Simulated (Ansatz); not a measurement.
Ta2C: geometry relaxation

System: Ta2C (P4/nmm, 6 atoms in the cell).
Method: DFT, PBE, plane waves, PAW, Ueff = 4 eV on C f (Ansatz 0.2.0).

The structure was made by swapping elements on the sites of another compound; it need not be a known phase.

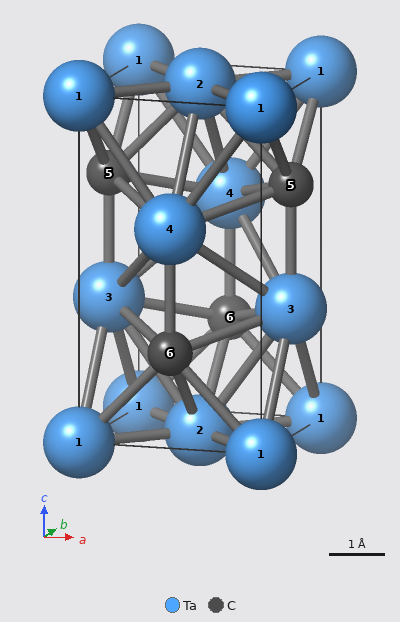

Figure 1. The input geometry (ball-and-stick view of the cell of the calculation, seen slightly off an axis; atoms are numbered from 1 in the order of the input). Near neighbours in the crystal (not all of them lie inside the picture): Ta has 4 C at 2.51 Å and 8 Ta at 2.50 to 2.98 Å; Ta has 5 C at 2.33 to 2.57 Å and 8 Ta at 2.98 to 3.03 Å; C has 9 Ta at 2.33 to 2.57 Å.

### Input file
```yaml
crystal:
  lattice:
    - [3.5299612972, 0.0, 0.0]
    - [0.0, 3.5299612972, 0.0]
    - [0.0, 0.0, 6.5126924588]
  atoms:
    - { symbol: Ta, position: [0.0, 0.0, 0.0] }
    - { symbol: Ta, position: [0.5, 0.5, 0.0] }
    - { symbol: Ta, position: [0.0, 0.5, 0.3680506409] }
    - { symbol: Ta, position: [0.5, 0.0, 0.6319493591] }
    - { symbol: C, position: [0.0, 0.5, 0.7257665265] }
    - { symbol: C, position: [0.5, 0.0, 0.2742334735] }
basis:
  ecutwfc: 420
kpoints:
  mp_grid: { grid: [10, 10, 6] }
hamiltonian:
  xc: pbe
  hubbard: { sites: [{ species: C, l: f, u_eff: 4.0 }] }
scf:
  occupations: { method: gaussian, width: 0.1 }
  max_iter: 60
output:
  forces: true
  eigenvalues: true
  stress: true
relax:
  adjacent_minimum: "off"
  f_tol: 0.01
  max_steps: 80
  cell: { stress_tol: 0.05 }
```

Run on 1 thread of Intel Xeon @ 2.50GHz (Skylake/Cascade Lake), 192 GiB of memory available, shared host.

Launched with:
```bash
ansatz run input.yaml --threads 1 --pin off --max-ram 2560MiB --backend cpu --events-out ev --progress --plain --runs-dir out
```

### The program's output
```
Error: inconsistent input (hamiltonian.hubbard.sites[].l, hamiltonian.hubbard.sites[].shell): the file of C doesn't list 4f, and it can't be added: PBE doesn't bind the shell 4f of the free atom, whose level lies at +1.13 eV. Type an atom or ion with it (hamiltonian.pseudopotentials.projection_atoms), take another file or name another shell
```

### What the run reported

```json
{"quantity": "outcome", "value": "refused by the program"}
{"quantity": "space group (tolerance 0.01 Å)", "value": "P4/nmm (129)"}
```

### What went wrong

The input was spoiled on purpose: a U on a shell that isn't there (`hamiltonian.hubbard`). The program refused the input: “inconsistent input (hamiltonian.hubbard.sites[].l, hamiltonian.hubbard.sites[].shell): the file of C doesn't list 4f, and it can't be added: PBE doesn't bind the shell 4f of the free atom, whose level lies at +1.13 eV …”
